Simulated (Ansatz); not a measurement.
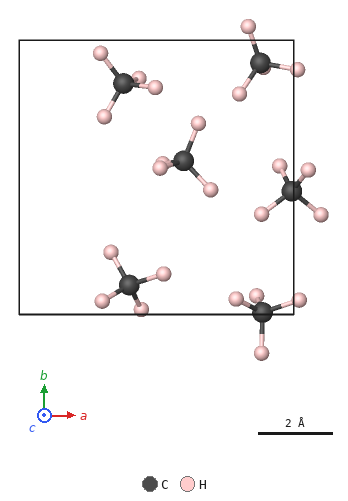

Starting frame of a dynamics run of a periodic cell with 6 CH4 at 0.384 g/cm³. It starts from the last geometry of an earlier run, with fresh velocities. A ball-and-stick model of the simulation cell, seen along the c axis.

Computed with DFT PBE-D3(BJ), scalar-relativistic, plane waves, PAW (Ansatz).

Input file:
```yaml
accuracy: low
crystal:
  lattice:
    - [7.463826, 0.0, 0.0]
    - [0.0, 7.463826, 0.0]
    - [0.0, 0.0, 7.463826]
  atoms:
    - { symbol: C, position: [0.59526303, 0.55571367, 0.15823151] }
    - { symbol: H, position: [0.64883358, 0.69228075, 0.18084435] }
    - { symbol: H, position: [0.69352433, 0.45021667, 0.16800263] }
    - { symbol: H, position: [0.51897804, 0.54534171, 0.0354115] }
    - { symbol: H, position: [0.50907568, 0.52931252, 0.27640161] }
    - { symbol: C, position: [0.98936602, 0.4451955, 0.818508] }
    - { symbol: H, position: [0.87899518, 0.36147306, 0.84947394] }
    - { symbol: H, position: [0.94512585, 0.53707436, 0.71573657] }
    - { symbol: H, position: [1.09548854, 0.35929726, 0.76603424] }
    - { symbol: H, position: [1.0492756, 0.52235612, 0.93280834] }
    - { symbol: C, position: [0.87492795, 0.91253878, 0.83378134] }
    - { symbol: H, position: [1.01024274, 0.8882537, 0.87799706] }
    - { symbol: H, position: [0.79844931, 0.79960475, 0.89491712] }
    - { symbol: H, position: [0.88590515, 0.89623355, 0.68724183] }
    - { symbol: H, position: [0.830579, 1.04535166, 0.87964483] }
    - { symbol: C, position: [0.88248184, 1.0032199, 0.34189571] }
    - { symbol: H, position: [1.01645748, 1.04838705, 0.39351156] }
    - { symbol: H, position: [0.78641995, 1.05233688, 0.44117438] }
    - { symbol: H, position: [0.87904321, 0.85491188, 0.34343941] }
    - { symbol: H, position: [0.86091789, 1.06374411, 0.21375484] }
    - { symbol: C, position: [0.37579229, 0.83791162, 0.60760585] }
    - { symbol: H, position: [0.29221937, 0.94787087, 0.65049703] }
    - { symbol: H, position: [0.43221209, 0.85627193, 0.47185069] }
    - { symbol: H, position: [0.30610814, 0.71650457, 0.61452634] }
    - { symbol: H, position: [0.4918369, 0.82306179, 0.69143337] }
    - { symbol: C, position: [0.39696839, 0.10317538, 0.06326279] }
    - { symbol: H, position: [0.44080628, 0.01403586, -0.05208534] }
    - { symbol: H, position: [0.52232293, 0.14339719, 0.13493784] }
    - { symbol: H, position: [0.29830348, 0.04449862, 0.15111088] }
    - { symbol: H, position: [0.33012281, 0.22245415, 0.00448438] }
basis:
  ecutwfc: 420.0
kpoints:
  mp_grid: { grid: [1, 1, 1] }
hamiltonian:
  xc: pbe
  dispersion: d3bj
scf:
  occupations: { method: fermi_dirac, width: 0.02 }
  lower_state_search: "off"
md:
  timestep: 0.75
  n_steps: 400
  ensemble: nve
  temperature: 250.0
  initial_velocities: maxwell_boltzmann
  seed: 718067
```

Command:
```bash
ansatz run input.yaml --threads 1 --pin off --max-ram 3072MiB --backend cpu --events-out ev --progress --plain --runs-dir out
```

What does the trajectory do?

Answer. Over the second half the temperature averages 218 K (spread ±20 K). The potential energy in the second half lies on average 4.1 meV per atom above the first frame. Root-mean-square distances from the starting positions over the second half, with the common drift of all atoms taken out: H 1.65 Å, C 0.88 Å. The molecules turn and drift from their places.

Along the run (each row but the first and the last is the mean over the interval that it begins):

```json
{"time (fs)": "0.0", "potential energy (meV/atom)": "0.0", "T (K)": "250"}
{"time (fs)": "37.5", "potential energy (meV/atom)": "4.7", "T (K)": "213"}
{"time (fs)": "75.0", "potential energy (meV/atom)": "3.5", "T (K)": "222"}
{"time (fs)": "112.5", "potential energy (meV/atom)": "1.3", "T (K)": "239"}
{"time (fs)": "150.0", "potential energy (meV/atom)": "2.9", "T (K)": "227"}
{"time (fs)": "187.5", "potential energy (meV/atom)": "3.5", "T (K)": "222"}
{"time (fs)": "225.0", "potential energy (meV/atom)": "4.3", "T (K)": "215"}
{"time (fs)": "262.5", "potential energy (meV/atom)": "5.6", "T (K)": "205"}
{"time (fs)": "300.0", "potential energy (meV/atom)": "3.6", "T (K)": "221"}
```

The paths of the atoms:

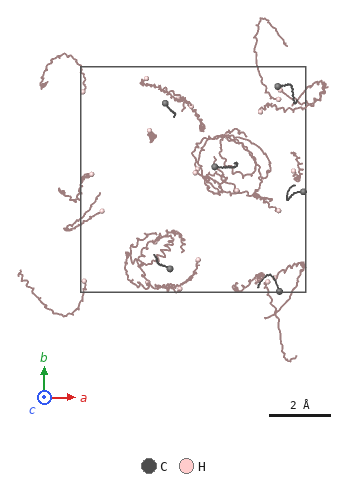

Limits of the set-up: the program's low-accuracy preset was used; the periodic images lie only 7.5 Å apart, so the values are limited by the cell's size.

Cost: 8.4 min on 1 thread of Arm Neoverse V2, with other jobs on the host, peak memory 0.38 GiB.
